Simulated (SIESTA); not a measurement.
## A series of single points on AlNi

System: AlNi (2 atoms in the cell).
Method: Kohn-Sham DFT of a periodic cell, PBEsol, PseudoDojo 0.4 standard, converted to PSML, spin-polarised (SIESTA 5.4.2).

The 7 runs differ only in the geometry, by an even scaling of the cell at fixed fractional positions. The structure derives from a Materials Project entry.

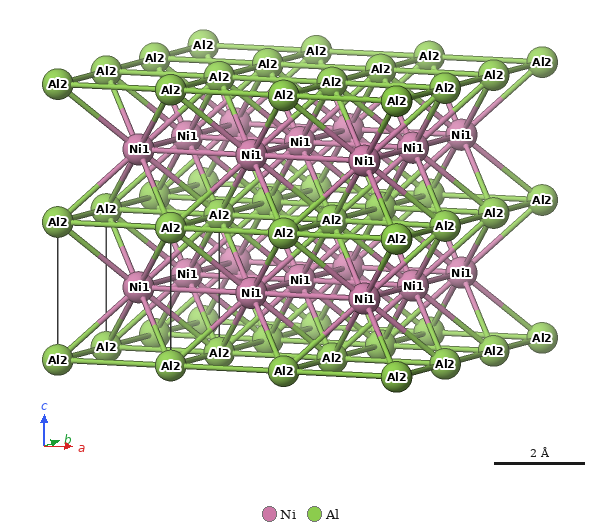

Figure 1. The structure of run 4 (ball-and-stick view of the cell of the calculation, repeated 3 × 3 × 2, seen slightly off an axis; atoms are numbered from 1 in the order of the input). An atom can appear more than once, as a periodic image.

### Input of run 4
```
SystemName                      AlNi
SystemLabel                     AlNi
NumberOfSpecies                 2
NumberOfAtoms                   2
%block ChemicalSpeciesLabel
  1  28 Ni
  2  13 Al
%endblock ChemicalSpeciesLabel

LatticeConstant                 1.0 Ang
%block LatticeVectors
     1.9386940000    -1.9531901500     0.0000000000
     1.9386940000     1.9531901500     0.0000000000
     0.0000000000     0.0000000000     3.0994300413
%endblock LatticeVectors
AtomicCoordinatesFormat         Fractional
%block AtomicCoordinatesAndAtomicSpecies
     0.5000000000     0.5000000000     0.5000000000  1  Ni
     0.0000000000     0.0000000000     0.0000000000  2  Al
%endblock AtomicCoordinatesAndAtomicSpecies

%block kgrid.MonkhorstPack
   10   0   0  0.0
    0  10   0  0.0
    0   0   9  0.0
%endblock kgrid.MonkhorstPack
XC.Functional                   GGA
XC.Authors                      PBEsol
PAO.BasisSize                   DZP
PAO.EnergyShift                 0.003 Ry
Mesh.Cutoff                     800 Ry
Spin                            polarized
%block DM.InitSpin
    1   1.000
    2   0.000
%endblock DM.InitSpin
OccupationFunction              FD
ElectronicTemperature           0.05 eV
MaxSCFIterations                200
SCF.MustConverge                false
SCF.Mixer.Method                Pulay
SCF.Mixer.Weight                0.1
SCF.Mixer.History               10
SCF.DM.Tolerance                5.0e-05
SCF.H.Tolerance                 1.0e-03 eV
WriteForces                     true
Charge.Mulliken                 end
Charge.Hirshfeld                end
Charge.Voronoi                  end
SaveRho                         true
SaveElectrostaticPotential      true
%block PAO.Basis
  Ni 5
  n=3 0 2
    2.437 0.000
  n=4 0 2
    7.067 0.000
  n=3 1 2
    2.721 0.000
  n=4 1 1
    7.067
  n=3 2 2
    4.466 0.000
%endblock PAO.Basis
```

Command:
```bash
siesta < AlNi.fdf > AlNi.out 2>&1
```

Run 2 has the same physical settings and fractional positions; its lattice vectors (Å) are:
```
   1.912492   -1.926792    0.000000
   1.912492    1.926792    0.000000
   0.000000    0.000000    3.057541
```

### Results, with one run withheld

| run | volume per atom (Å³) | free energy per atom, from the lowest run given (meV) | pressure (GPa) |
| --- | --- | --- | --- |
| 1 | 11.032 | 23.43 | 11.70 |
| 2 | 11.267 | ? | ? |
| 3 | 11.502 | 1.79 | 3.24 |
| 4 | 11.736 | 0.00 | −0.70 |
| 5 | 11.971 | 3.49 | −3.93 |
| 6 | 12.206 | 11.38 | −6.80 |
| 7 | 12.441 | 23.37 | −9.53 |

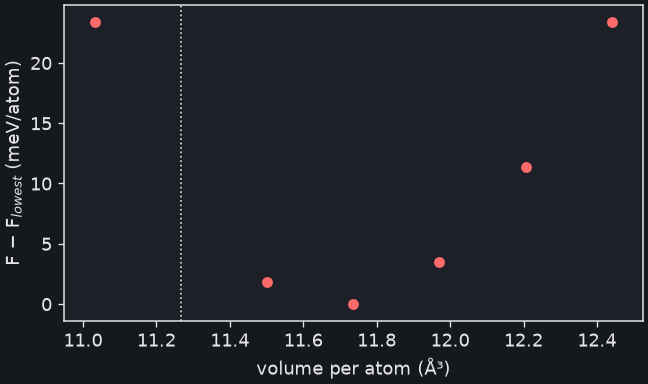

Figure 2. Free energy per atom of the runs given; the dotted line marks run 2.

Fit the runs given and predict run 2.

A cubic polynomial in V^(−2/3) (the Birch–Murnaghan form), fitted to the 6 runs given, misses them by at most 0.05 meV per atom. With x = V^(−2/3) − 0.19294 Å⁻², it reads F = 0.48434 − 898.67 x + 3.8457e+05 x² + 1.136e+06 x³ (meV per atom). At run 2 it gives 9.31 meV per atom, and the run itself gives 9.55. The slope of the fit gives a pressure −dF/dV of 7.29 GPa there, and the run prints 7.41 GPa. The two needn't agree exactly: the fit is approximate, and the printed stress is taken on a finite basis. The fit has its minimum at 11.694 Å³ per atom, where V d²F/dV² gives 178 GPa. Cell shape and fractional positions are held, so this is the stiffness under even scaling; the relaxed bulk modulus wasn't computed.

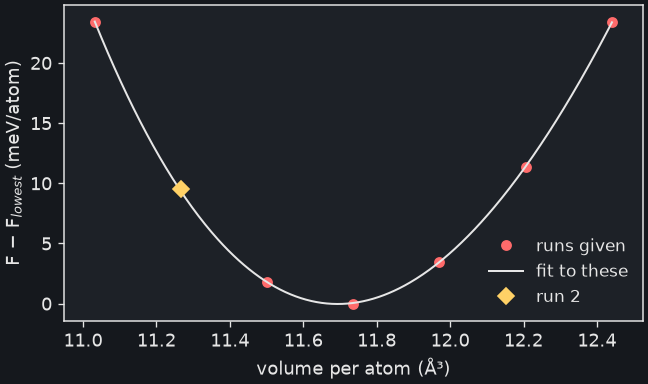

Figure 3. The fit and the withheld run.

### Some lines of the output (run 2)
```
[...]
outcell: Cell volume (Ang**3)        :     22.5339
stepf: Fermi-Dirac step function
siesta: Etot    =     -4621.322119
siesta: FreeEng =     -4621.328650
        iscf     Eharris(eV)        E_KS(eV)     FreeEng(eV)     dDmax    Ef(eV) dHmax(eV)
siesta: E_KS(eV) =            -4625.9906
siesta: E_KS - E_eggbox =     -4625.9906
siesta: Etot    =     -4625.990597
siesta: FreeEng =     -4625.998184
siesta:         Fermi =      -6.361904
siesta: Cell volume =         22.533926 Ang**3
    Orbital volume contribution        =           2.568873 eV
```

Notes: Points of doubt noted for this run: mulliken charges of long orbitals. With a small basis of atomic orbitals these values can differ much from converged plane-wave results.
